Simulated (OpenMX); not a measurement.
**Energy of Sb along an even scaling of the cell**

System: Sb (Fm-3m, 1 atom in the cell).
Method: Kohn-Sham DFT of a periodic cell, PBE, OpenMX 2013 PBE set, no spin polarisation (OpenMX 3.8.5).

The 7 runs differ only in the geometry, by an even scaling of the cell at fixed fractional positions. The structure derives from a Materials Project entry.

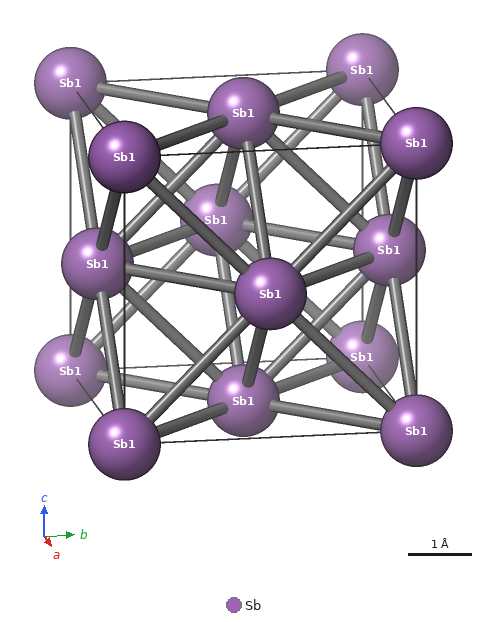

Figure 1. The structure of run 4 (ball-and-stick view of the cell 4 times as large as that of the calculation, set on its symmetry axes, seen slightly off an axis; atoms are numbered from 1 in the order of the input).

**Input of run 4**
```
System.CurrrentDirectory             ./
System.Name                          Sb
DATA.PATH                            ./DFT_DATA13
level.of.stdout                      1
level.of.fileout                     0
Species.Number                       1
<Definition.of.Atomic.Species
  Sb  Sb7.0-s3p2d2           Sb_PBE13
Definition.of.Atomic.Species>

Atoms.Number                         1
Atoms.SpeciesAndCoordinates.Unit     FRAC
<Atoms.SpeciesAndCoordinates
    1  Sb    0.0000000000    0.0000000000    0.0000000000   7.500  7.500
Atoms.SpeciesAndCoordinates>

Atoms.UnitVectors.Unit               Ang
<Atoms.UnitVectors
     0.0000000000    2.3712425216    2.3712425216
     2.3712425216    0.0000000000    2.3712425216
     2.3712425216    2.3712425216    0.0000000000
Atoms.UnitVectors>

scf.XcType                           GGA-PBE
scf.SpinPolarization                 off
scf.ElectronicTemperature            580.226
scf.energycutoff                     500.0
scf.maxIter                          100
scf.EigenvalueSolver                 band
scf.Kgrid                            11 11 11
scf.Mixing.Type                      rmm-diisk
scf.Init.Mixing.Weight               0.05
scf.Min.Mixing.Weight                0.001
scf.Max.Mixing.Weight                0.3
scf.Mixing.History                   25
scf.Mixing.StartPulay                8
scf.criterion                        1.0e-8
scf.stress.tensor                    on
MD.Type                              nomd
```

Command:
```bash
openmx Sb.dat -nt 1 > Sb.std
```

Run 3 has the same physical settings and fractional positions; its lattice vectors (Å) are:
```
   0.000000    2.355328    2.355328
   2.355328    0.000000    2.355328
   2.355328    2.355328    0.000000
```

**Results, with one run withheld**

```csv
run,volume per atom (Å³),"free energy per atom, from the lowest run given (meV)"
1,25.066,78.34
2,25.599,51.98
3,26.133,?
4,26.666,17.38
5,27.199,7.27
6,27.733,1.54
7,28.266,0.00
```

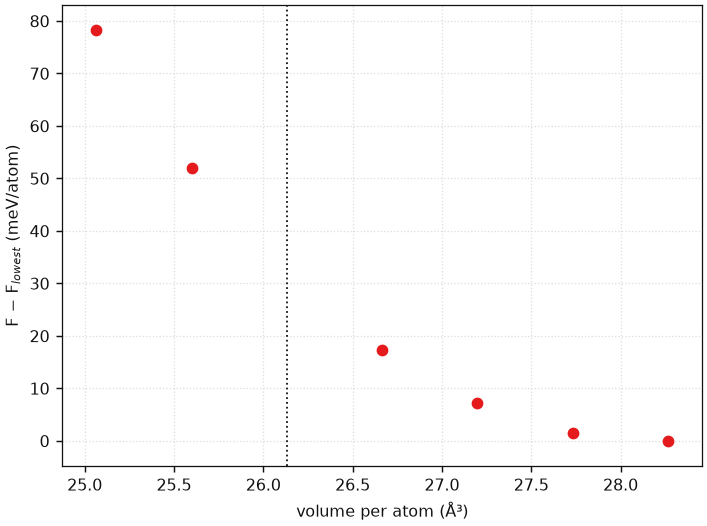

Figure 2. Free energy per atom of the runs given; the dotted line marks run 3.

Estimate the energy of run 3 from the others.

A cubic polynomial in V^(−2/3) (the Birch–Murnaghan form), fitted to the 6 runs given, misses them by at most 0.17 meV per atom. With x = V^(−2/3) − 0.11190 Å⁻², it reads F = 16.105 + 7924.2 x + 9.8661e+05 x² + 3.9066e+06 x³ (meV per atom). At run 3 it gives 31.94 meV per atom, and the run itself gives 31.84. The fit has its minimum at 28.260 Å³ per atom, where V d²F/dV² gives 54.9 GPa: the bulk modulus at this level, since symmetry fixes the shape and the positions.

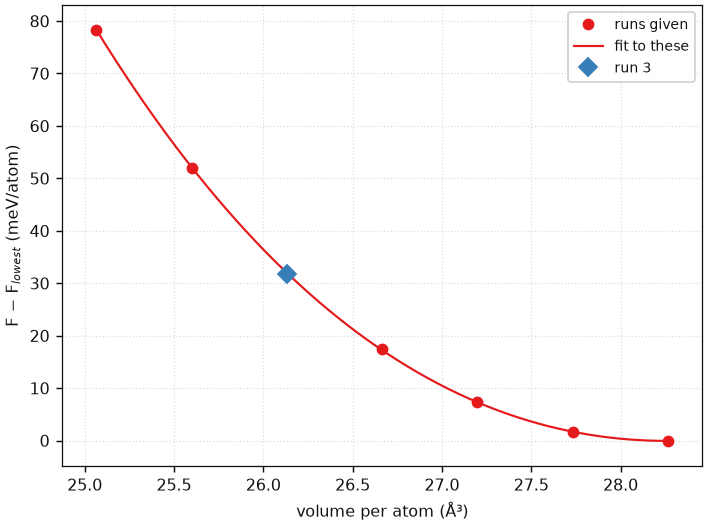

Figure 3. The fit and the withheld run.

**Some lines of the output (run 3)**
```
[...]
  Cell_Volume =    176.352045474471 (Bohr^3)
        Total energy (Hartree) at MD = 1
   kloop=0
   kloop=1
   kloop=665
```

Notes: Points of doubt noted for this run: few d functions beyond semicore. With a small basis of atomic orbitals these values can differ much from converged plane-wave results.
